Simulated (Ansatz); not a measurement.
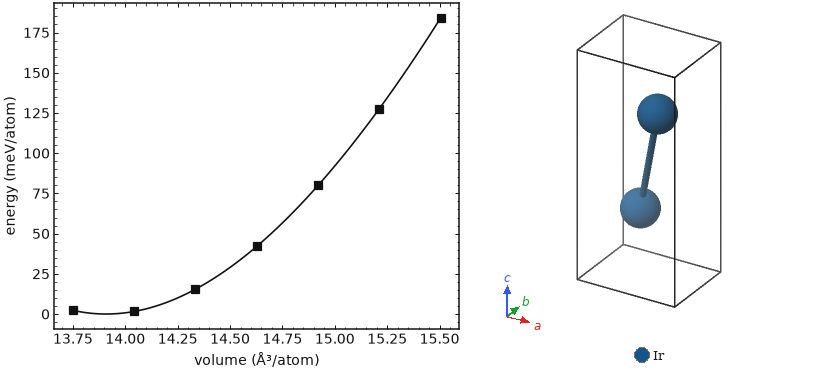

Caption: Energy against volume for Ir, space group P6_3/mmc (No. 194). The conventional cell is drawn beside the plot.

A third-order Birch–Murnaghan fit gives V0 = 13.91 Å³/atom, B0 = 401 GPa and B′ = 5.1. The energy is 2 meV/atom at volume 13.75 Å³/atom and 184 meV/atom at 15.50 Å³/atom; the lowest computed point is at volume 14.04 Å³/atom (2 meV/atom).

Method: all-electron LAPW DFT, no spin polarisation; energies at scaled volumes of the given cell, shape and fractions fixed, counted from the fit's minimum, third-order Birch-Murnaghan fit (Ansatz 0.2.0). Level: LDA.

k mesh 11×11×6; occupations Fermi–Dirac; smearing width 0.05 eV; potentials all electron LAPW, scalar relativistic; program settings basis error eV/atom 0.001.

Starting cell:
```yaml
crystal:
  lattice:
    - [2.75138, 0.00000, 0.00000]
    - [-1.37569, 2.38276, 0.00000]
    - [0.00000, 0.00000, 4.46229]
  atoms:
    - { symbol: Ir, position: [0.33333, 0.66667, 0.25000] }
    - { symbol: Ir, position: [0.66667, 0.33333, 0.75000] }
```

Caveats: shape and atomic fractions are frozen while scaling, which makes layered, chain and framework solids too stiff.
